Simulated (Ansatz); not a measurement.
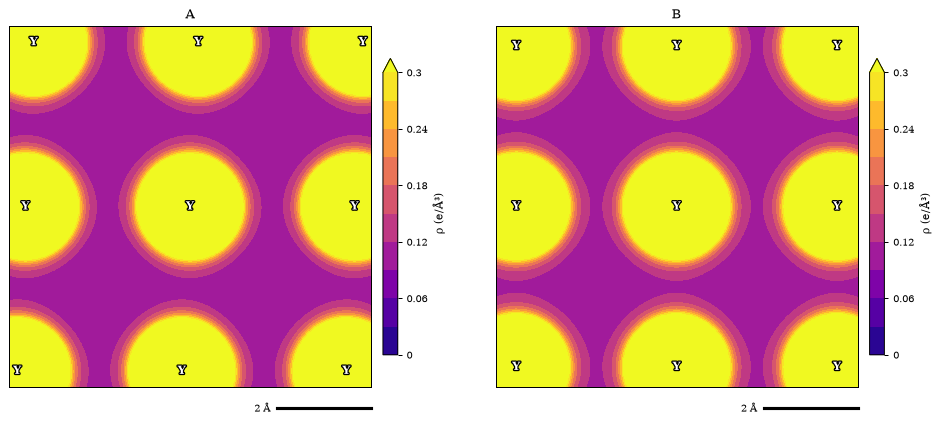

Y. The valence electron density of two cells that differ in size and shape, on the (101) plane of each (indices in the axes of the calculation cell), at one length scale and on one colour scale; one has 28.4 and the other 29.9 Å³ an atom.

Computed without spin polarisation.

Level of theory: DFT PBEsol, scalar-relativistic, plane waves, PAW in Ansatz.

The density is the valence pseudo-density of a PAW calculation; it isn't the true density close to the nuclei.

The larger cell:

```
CELL_PARAMETERS angstrom
0.00000 2.42287 2.54712
2.42287 0.00000 2.54712
2.42287 2.42287 0.00000
ATOMIC_POSITIONS crystal
Y 0.00000 0.00000 0.00000
```

The smaller cell: a = 3.426 Å, b = 3.426 Å, c = 3.426 Å, α = 60.00°, β = 60.00°, γ = 60.00°.

Which panel shows the smaller cell, and what does the compression change?

Panel B is the smaller cell, by 5 % in volume. From the larger cell to the smaller, Y–Y goes from 3.52 to 3.43 Å, and the density at its midpoint from 0.11 to 0.12 e/Å³; the pressure goes from 1.3 to 3.8 GPa.
